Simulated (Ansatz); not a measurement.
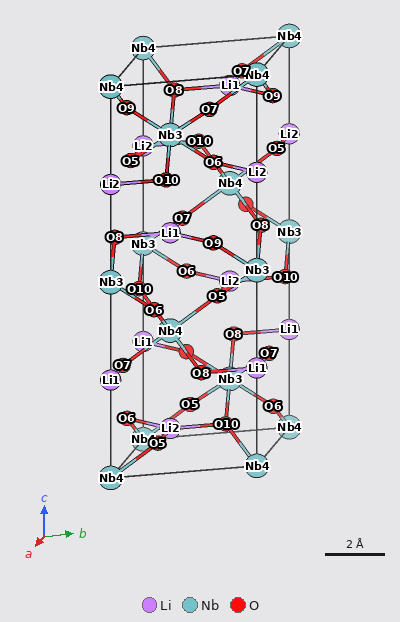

The structure as given in the input (ball-and-stick view of the cell 3 times as large as that of the calculation, set on its symmetry axes, seen slightly off an axis; atoms are numbered from 1 in the order of the input). An atom can appear more than once, as a periodic image. Near neighbours in the periodic cell (some may lie outside the picture): Li has 3 O at 2.00 Å; Nb has 6 O at 2.01 Å; O has 1 Li at 2.00 Å and 2 Nb at 2.01 Å.

**Geometry relaxation, with input and output: LiNbO3 (part 1 of 3)**

The run: geometry relaxation of LiNbO3 (R-3c, 10 atoms in the cell). Method and program: DFT, PBE, plane waves, PAW, spin-polarised (Ansatz 0.2.0).

The structure derives from a Materials Project entry. Some settings of this run were made unusual or wrong on purpose. Figures and captions count atoms from 1; the log counts them from 0 in places.

Input file
```yaml
crystal:
  lattice:
    - [2.6347188739, 1.5211556511, 4.6343661322]
    - [-2.6347188739, 1.5211556511, 4.6343661322]
    - [0.0, -3.0423113022, 4.6343661322]
  atoms:
    - { symbol: Li, position: [0.25, 0.25, 0.25] }
    - { symbol: Li, position: [0.75, 0.75, 0.75] }
    - { symbol: Nb, position: [0.5, 0.5, 0.5] }
    - { symbol: Nb, position: [0.0, 0.0, 0.0] }
    - { symbol: O, position: [0.12963, 0.37037, 0.75] }
    - { symbol: O, position: [0.37037, 0.75, 0.12963] }
    - { symbol: O, position: [0.87037, 0.62963, 0.25] }
    - { symbol: O, position: [0.25, 0.87037, 0.62963] }
    - { symbol: O, position: [0.62963, 0.25, 0.87037] }
    - { symbol: O, position: [0.75, 0.12963, 0.37037] }
basis:
  ecutwfc: 420
kpoints:
  mp_grid: { grid: [6, 6, 6] }
hamiltonian:
  xc: pbe
scf:
  occupations: { method: gaussian, width: 0.02 }
  max_iter: 80
output:
  forces: true
  eigenvalues: true
  stress: true
relax:
  adjacent_minimum: "off"
  f_tol: 0.005
  max_steps: 80
  cell: { stress_tol: 0.05 }
magnetization:
  spin_polarized: true
  initial_magnetization: 40
```

Command:
```bash
ansatz run input.yaml --threads 4 --pin off --max-ram 10240MiB --backend cpu --events-out ev --progress --plain --runs-dir out
```

Log
```
Warning: where an SCF of this run starts from atoms to list the orders of its open shells, Li (sites 0, 1, from 0) starts with 1.00 μB on its 2s shell, in the place of the 4.00 μB that the deck gives it: its open shells can hold no more by Hund's first rule. To start from spheres of the given moment, type scf.initial_density.shell_occupations: []
Warning: where an SCF of this run starts from atoms to list the orders of its open shells, O (sites 4, 5, 6, 7, 8, 9, from 0) starts with 2.00 μB on its 2p shell, in the place of the 4.00 μB that the deck gives it: its open shells can hold no more by Hund's first rule. To start from spheres of the given moment, type scf.initial_density.shell_occupations: []
The last accepted step is kept in [file] (removed where the run ends without a failure and the disk answers)
Engine: ansatz 0.2.0, x86_64-unknown-linux-gnu
Pseudopotentials: kind: paw
Pseudopotential: Li, paw, valence charge 3, recommended cutoff 420 eV (normal), Li.paw.azcp
Pseudopotential: Nb, paw, valence charge 13, recommended cutoff 420 eV (normal), Nb.paw.azcp
Pseudopotential: O, paw, valence charge 6, recommended cutoff 420 eV (normal), O.paw.azcp
Functional definition: PBE
  parameter kappa = 0.804
  parameter beta = 0.06672455060314922
  exchange = pbe_x(kappa = kappa, mu = beta*pi^2/3)
  correlation = pbe_c(beta = beta)
Crystal: 10 atoms, lattice volume = 111.442 Å³
Basis set: ecut = 420 eV, 2199 PW (Γ), exchange–correlation on 80×80×80 points (8 copies of the dense FFT grid, shifted against one another)
Bands: 65, of which v1, the nominal top of the filled ones, is band 34 counted from 1 (33 counted from 0)
Symmetry: 12 space group operations
Space group: R-3c (ITA 167), of the structure as read, at distance tolerance 4.8e-5 Å
Magnetic group: BNS 167.103 (UNI 1333), of the structure as read, at distance tolerance 4.8e-5 Å
k-points: 32 of 216
Non-local potential: Li, projectors of the file, l = 0: 3, l = 1: 2, l = 2: 1
Non-local potential: Nb, projectors of the file, l = 0: 3, l = 1: 2, l = 2: 2, l = 3: 1
Non-local potential: O, projectors of the file, l = 0: 2, l = 1: 2, l = 2: 1
PAW form: soft (Blöchl's): semilocal exchange-correlation on the pseudo side does not see the compensation charge
PAW one-centre angular grid: Li, 110 points (default); XC on 64 Gauss nodes
PAW one-centre angular grid: Nb, 590 points (default); XC on 64 Gauss nodes
PAW one-centre angular grid: O, 110 points (default); XC on 64 Gauss nodes
Initial density: superposition of atomic densities (chi_scale 0.1, normalization cell, long waves kept (reshape's long-wave potential 0.00 eV rms))
Starting moments: Σ|m| = 40 μB on 10 of 10 sites
Initial wavefunctions: pseudopotential atomic-orbital guess
Functional: x = pbe(κ = 0.804, μ = 0.2195149727645171), c = pbe(β = 0.06672455060314922)
SCF iter   1: F=—  HF=-12690.356703 eV  |F-HF|=—  |Δ(HF+E_count)|=         —  Δρ=2.25e-1 (↑1.45e-1 ↓2.25e-1)  dr2=8.44e1  dr2_m=2.11e1  M=40.000 μB ∫|m|=40.000 μB  β_m=0.30  ethr=3.10e-3  ⟨swp⟩=8.2  Hψ=19782  notcnv=0  defer=12
Mixer restart at iter 1: flushing history
preconditioner: auto → Kerker (q_TF=auto, 2.513 Å⁻¹)  [metal: Δε(μ)=0.004 eV  Ē_g=n/a eV  σ=0.020 eV  W_gap=0.12  n_scr=26 (ndim 8)  ℏωp=15.7 eV  f_vac=0.000  D(μ)=7.55/eV (n_scr^D=70)]
spin=Collinear: Kerker preconditioning applied to the charge; magnetization (m = ρ↑ − ρ↓) channel mixes plain (no charge-response kernel on spin).
SCF iter   2: F=—  HF=-12878.631534 eV  |F-HF|=—  |Δ(HF+E_count)|=         —  Δρ=1.88e-1 (↑1.49e-1 ↓1.88e-1)  dr2=3.85e0  dr2_m=2.84e1  M=4.919 μB ∫|m|=5.062 μB  β_m=0.30  ethr=3.10e-3  ⟨swp⟩=3.0  Hψ=9298  notcnv=0  defer=410
Mixer restart at iter 2: flushing history
SCF iter   3: F=—  HF=-12895.999115 eV  |F-HF|=—  |Δ(HF+E_count)|=    1.74e1  Δρ=1.63e-1 (↑1.28e-1 ↓1.63e-1)  dr2=4.84e0  dr2_m=2.09e1  M=2.030 μB ∫|m|=2.530 μB  β_m=0.50  ethr=3.10e-3  ⟨swp⟩=3.0  Hψ=7478  notcnv=0  defer=528
SCF iter   4: F=—  HF=-12929.099184 eV  |F-HF|=—  |Δ(HF+E_count)|=    3.31e1  Δρ=2.03e-2 (↑2.03e-2 ↓1.36e-2)  dr2=1.14e0  dr2_m=4.40e-2  M=0.000 μB ∫|m|=0.459 μB  β_m=0.61  ethr=3.10e-3  ⟨swp⟩=3.0  Hψ=9032  notcnv=0  defer=532
SCF iter   5: F=—  HF=-12928.920494 eV  |F-HF|=—  |Δ(HF+E_count)|=   1.79e-1  Δρ=1.51e-2 (↑1.51e-2 ↓1.38e-2)  dr2=3.21e-1  dr2_m=1.38e-1  M=0.000 μB ∫|m|=0.332 μB  β_m=0.81  ethr=1.68e-3  ⟨swp⟩=2.2  Hψ=6255  notcnv=0  defer=557
SCF iter   6: F=—  HF=-12929.102572 eV  |F-HF|=—  |Δ(HF+E_count)|=   1.82e-1  Δρ=4.61e-3 (↑2.44e-3 ↓4.61e-3)  dr2=3.33e-2  dr2_m=7.79e-3  M=0.000 μB ∫|m|=0.073 μB  β_m=0.90  ethr=4.72e-4  ⟨swp⟩=2.6  Hψ=7107  notcnv=0  defer=559
SCF iter   7: F=—  HF=-12929.133135 eV  |F-HF|=—  |Δ(HF+E_count)|=         —  Δρ=2.57e-3 (↑2.37e-3 ↓2.57e-3)  dr2=4.53e-3  dr2_m=5.66e-3  M=0.000 μB ∫|m|=0.022 μB  β_m=0.90  ethr=4.90e-5  ⟨swp⟩=2.5  Hψ=7303  notcnv=0  defer=561
Mixer restart at iter 7: flushing history
SCF iter   8: F=—  HF=-12929.133577 eV  |F-HF|=—  |Δ(HF+E_count)|=   4.43e-4  Δρ=5.37e-4 (↑5.37e-4 ↓5.14e-4)  dr2=1.34e-3  dr2_m=1.44e-4  M=0.000 μB ∫|m|=0.007 μB  β_m=0.95  ethr=6.66e-6  ⟨swp⟩=2.7  Hψ=7197  notcnv=0  defer=561
SCF iter   9: F=—  HF=-12929.133376 eV  |F-HF|=—  |Δ(HF+E_count)|=   2.01e-4  Δρ=2.09e-4 (↑2.09e-4 ↓1.25e-4)  dr2=1.67e-4  dr2_m=9.29e-6  M=0.000 μB ∫|m|=0.001 μB  β_m=0.98  ethr=1.96e-6  ⟨swp⟩=2.8  Hψ=5986  notcnv=0  defer=561
SCF iter  10: F=—  HF=-12929.133459 eV  |F-HF|=—  |Δ(HF+E_count)|=   8.29e-5  Δρ=7.34e-5 (↑7.16e-5 ↓7.34e-5)  dr2=2.61e-5  dr2_m=2.28e-8  M=0.000 μB ∫|m|=0.000 μB  β_m=0.99  ethr=2.45e-7  ⟨swp⟩=2.0  Hψ=5167  notcnv=0  defer=561
SCF iter  11: F=—  HF=-12929.133452 eV  |F-HF|=—  |Δ(HF+E_count)|=   7.05e-6  Δρ=2.26e-5 (↑2.26e-5 ↓2.20e-5)  dr2=5.12e-6  dr2_m=5.03e-9  M=0.000 μB ∫|m|=0.000 μB  β_m=0.99  ethr=3.84e-8  ⟨swp⟩=2.6  Hψ=5617  notcnv=0  defer=561
SCF iter  12: F=—  HF=-12929.133454 eV  |F-HF|=—  |Δ(HF+E_count)|=   1.41e-6  Δρ=1.42e-5 (↑1.42e-5 ↓1.09e-5)  dr2=8.64e-7  dr2_m=3.94e-9  M=0.000 μB ∫|m|=0.000 μB  β_m=1.00  ethr=7.52e-9  ⟨swp⟩=2.0  Hψ=5205  notcnv=0  defer=561
SCF iter  13: F=—  HF=-12929.133454 eV  |F-HF|=—  |Δ(HF+E_count)|=   8.87e-8  Δρ=3.75e-6 (↑2.22e-6 ↓3.75e-6)  dr2=3.35e-8  dr2_m=1.90e-9  M=0.000 μB ∫|m|=0.000 μB  β_m=1.00  ethr=1.27e-9  ⟨swp⟩=2.0  Hψ=5337  notcnv=0  defer=561
SCF iter  14: F=—  HF=-12929.133454 eV  |F-HF|=—  |Δ(HF+E_count)|=   1.96e-8  Δρ=1.06e-6 (↑1.06e-6 ↓7.77e-7)  dr2=4.41e-9  dr2_m=4.01e-11  M=0.000 μB ∫|m|=0.000 μB  β_m=1.00  ethr=4.93e-11  ⟨swp⟩=2.8  Hψ=6402  notcnv=0  defer=561
SCF iter  15: F=-12929.133454 eV  HF=-12929.133454 eV  |F-HF|=4.91e-11  |Δ(HF+E_count)|=   1.25e-9  Δρ=2.10e-7 (↑1.16e-7 ↓2.10e-7)  dr2=1.15e-10  dr2_m=4.10e-12  M=0.000 μB ∫|m|=0.000 μB  ethr=6.49e-12  ⟨swp⟩=8.2  Hψ=17194  notcnv=0
WARN: the starting moments were not kept: the SCF closed with an absolute magnetisation of 2.8e-6 μB, where they sum to 40 μB in size (10 sites). That is at most 0.1 of that sum. Measured as dr2_m measures the in/out step, that magnetisation stands 9.2e-13 eV from none, at or under the dr2_threshold of 1.0e-7 eV: it is no larger than a step whose dr2_m would equal this threshold. The system may hold no moment; this SCF shows only that its start led to no more than that. To try another start: raise the starting moments (crystal.atoms[].spin, magnetization.per_species, magnetization.initial_magnetization, or on a non-collinear deck that types none of these the spinor_matrix: blocks that start its atoms; where the total moment is fixed, keep their sum and leave initial_magnetization as it is; typed ones take the place of any that the run laid by itself, positive ones on a crystal's lanthanoids without a Hubbard term where scf.initial_density.shell_occupations: [] is typed) or, if the notice of its spin-set hold's release reads "site moments contracting" or "site moments show no strong build", lengthen the hold (scf.mixing.spin_hold: { on: { confirm: 4 } }; for m-r²SCAN on two components see the key's manual first). Each may lead to a state that holds a moment. A second SCF, from the converged charge density, with the starting moments and any scf.initial_density.shell_occupations laid on it anew, would have followed, and was not run: the deck does not ask for one (magnetization.retry_lost_moments is false, the default). To let it run, set magnetization.retry_lost_moments: true and run the deck again, where that key's refused combinations let it; where memory then withholds it, that run's warning says so.
SCF 1 converged in 15 iterations: F = -12929.133454 eV  dr2 = 1.15e-10
  greatest PAW one-centre occupation: 1.000 electrons in one spin orbital (limit 2), on the Li atom at site 1 (counted from 0), in its partial waves of l = 0
relax step   1: F+E_penalty+E_count = -12929.13345374 eV  Δ(F+E_penalty+E_count) = +0.000e0 eV  max|allowed force component| = 2.117e-1 eV/Å  Δτ_max = 0.0000 Å  P = -5.208 GPa  Ω = 111.442 Å³  (15 SCF iters, dr2 threshold 1.00e-7 eV, accepted)
Crystal: 10 atoms, lattice volume = 108.643 Å³
Basis set: ecut = 420 eV, 2133 PW (Γ), exchange–correlation on 80×80×80 points (8 copies of the dense FFT grid, shifted against one another)
Initial density: handed on by an earlier stage of this run
Starting moments: Σ|m| = 40 μB on 10 of 10 sites; this step starts from the density that it was given
Initial wavefunctions: those handed on with the density
iter 1 solved again at ethr=1.94e-5 eV; its pass at ethr=3.10e-3 eV (dr2=1.32e-2 eV) is discarded
```
